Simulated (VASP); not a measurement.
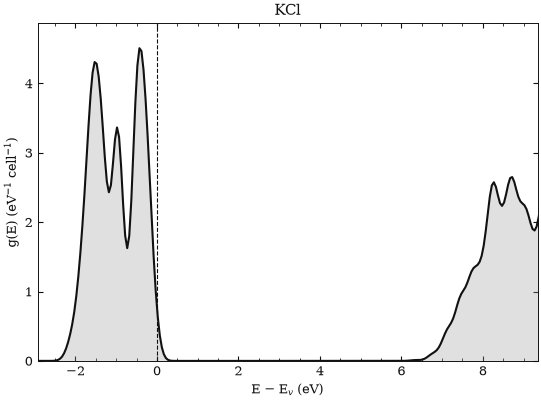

Density of states. Energies are counted from the top of the valence band. The curve is built from the levels of the k mesh with Gaussians 0.3 eV wide, which also blur the band edges.

This input was run:

INCAR:
```
ENCUT = 520.000000
SIGMA = 0.010000
EDIFF = 1.00e-07
ALGO = Normal
METAGGA = R2SCAN
PREC = Accurate
IBRION = -1
ISIF = 2
ISMEAR = 0
NBANDS = 15
NELM = 120
NSW = 0
LASPH = .TRUE.
LCHARG = .FALSE.
LWAVE = .FALSE.
LREAL = .FALSE.
```

KPOINTS:
```
KPOINTS created by Atomic Simulation Environment
0
Gamma
8 8 8
0 0 0
```

POSCAR:
```
K  Cl
 1.0000000000000000
     3.6455887835000000    0.0000000000000000    0.0000000000000000
     0.0000000000000000    3.6455887835000000    0.0000000000000000
     0.0000000000000000    0.0000000000000000    3.6455887835000000
 K   Cl
   1   1
Cartesian
  0.0000000000000000  0.0000000000000000  0.0000000000000000
  1.8227943917500000  1.8227943917500000  1.8227943917500000
```

Run as:
```bash
mpirun -np 1 vasp_std
```

System: KCl, space group Pm-3m, 2 atoms in the cell, CsCl type, hydrostatic strain −3.3%.

Computed with VASP 6.6.1: DFT, r2SCAN, plane waves, PAW, 8×8×8 k mesh, 520 eV cutoff, Gaussian smearing of 0.01 eV.

> Is there a gap at the Fermi level, and how wide?

There is a gap; over the k points computed it is 6.35 eV (indirect; the smallest direct gap is 6.58 eV).

> How wide is the upper valence band?

The upper group of valence states starts about 2.2 eV under the valence-band top, with a gap beneath it; it holds about 6 electrons a cell.
